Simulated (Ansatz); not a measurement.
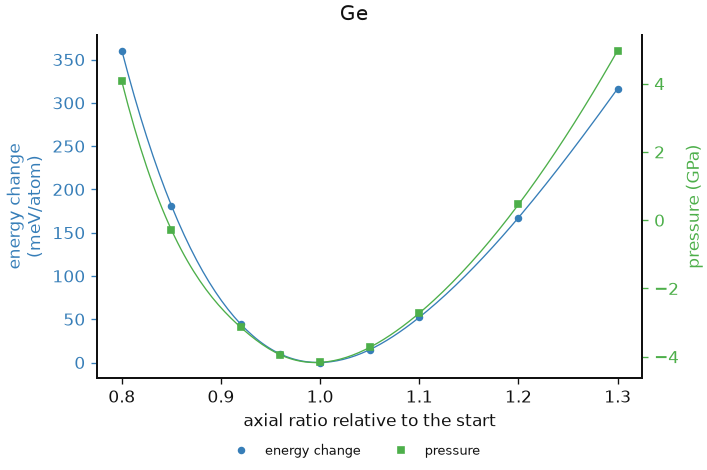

The plot gives the computed energy change and pressure against relative axial ratio for Ge, space group Cmmm (No. 65).

Structure:
```
CELL_PARAMETERS angstrom
1.39715 -2.60052 0.00000
1.39715 2.60052 0.00000
0.00000 0.00000 2.69823
ATOMIC_POSITIONS crystal
Ge 0.50000 0.50000 0.00000
```

Method: deformation of a crystal at fixed volume, lengths along the axis scaled against those across it, fractional coordinates fixed, by plane-wave density functional theory with PAW datasets, free energies less that of the undisturbed cell, pressure positive in compression; scalar-relativistic (Ansatz 0.2.0). Level: PBEsol, no spin polarisation.

wave cutoff 420 eV; k mesh 22×22×20; occupations Gaussian; smearing width 0.15 eV; k shift (0, 0, 0) (mesh steps); start as given; path axial; axis direction (0, 0, 1) (Cartesian unit vector).

Where is the energy change lowest, and are there other minima?

Answer. The lowest computed point is at relative axial ratio 1.00 (0 meV/atom), and no other minimum shows.

What does the pressure do across the range?

Answer. It goes from 4.065 GPa at relative axial ratio 0.80 to 4.971 GPa at 1.30, not monotonically, with a low of −4.165 GPa at 1.00, and changes sign near 0.85 and 1.19.

Note: reference crystal is not relaxed; shape and atomic fractions are frozen while scaling, which makes layered, chain and framework solids too stiff.
